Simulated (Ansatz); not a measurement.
Consider SiW3.

Input file:

```
crystal:
  lattice:
    - [0.0, -5.2075323816, 0.0]
    - [-5.2075323816, 0.0, 0.0]
    - [0.0, 0.0, -5.2075323816]
  atoms:
    - { symbol: Si, position: [0.0, 0.0, 0.0] }
    - { symbol: Si, position: [0.5, 0.5, 0.5] }
    - { symbol: W, position: [0.5, 0.5, 0.0] }
    - { symbol: W, position: [1.0, 1.0, 0.5] }
    - { symbol: W, position: [0.5, 0.0, 0.0] }
    - { symbol: W, position: [0.0, 0.5, 0.5] }
    - { symbol: W, position: [0.0, 0.5, 0.0] }
    - { symbol: W, position: [0.5, 0.0, 0.5] }
basis:
  ecutwfc: 420
kpoints:
  mp_grid: { grid: [10, 10, 10] }
hamiltonian:
  xc: pbe
scf:
  occupations: { method: gaussian, width: 0.15 }
output:
  forces: true
  stress: true
  eigenvalues: true
  write_density: true
  write_potential: true
  elf: true
  volumetric_format: npy
```

Command:

```sh
ansatz run input.yaml --threads 2 --pin off --max-ram 5120MiB --backend cpu --events-out ev --progress --plain --runs-dir out
```

Below, planes, directions and counts refer to the conventional cell (a = 5.21 Å, b = 5.21 Å, c = 5.21 Å, α = 90.00°, β = 90.00°, γ = 90.00°).

Space group Im-3m; a structure from a database of computed crystals, not necessarily the ambient phase.

These are results of Ansatz 0.2.0, DFT PBE, scalar-relativistic, plane waves, PAW, not measurements.

### What can the converged valence pseudo-density and electron localisation function tell about the bonding?

Si–W (2.60 Å): ρ at the midpoint is about 0.41 e/Å³; the ELF peaks at about 0.75 in the valence shell of Si, 0.9 Å from its nucleus, and is about 0.45 at the midpoint.
W–W (2.60 Å): ρ is about 0.55 e/Å³ halfway; the ELF is about 0.45 at the midpoint.

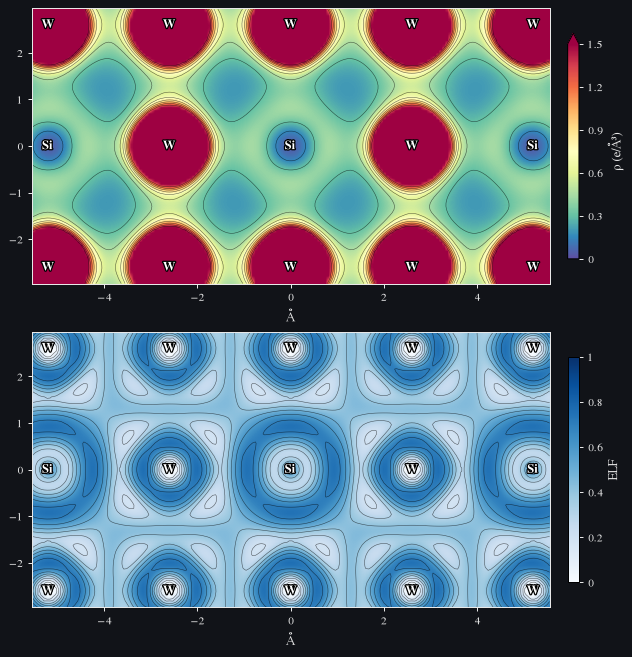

Computed valence pseudo-density and electron localisation function on the (100) plane of the conventional cell, in this order. 

In a PAW calculation such maps are meaningful between the atoms, not at the nuclei.
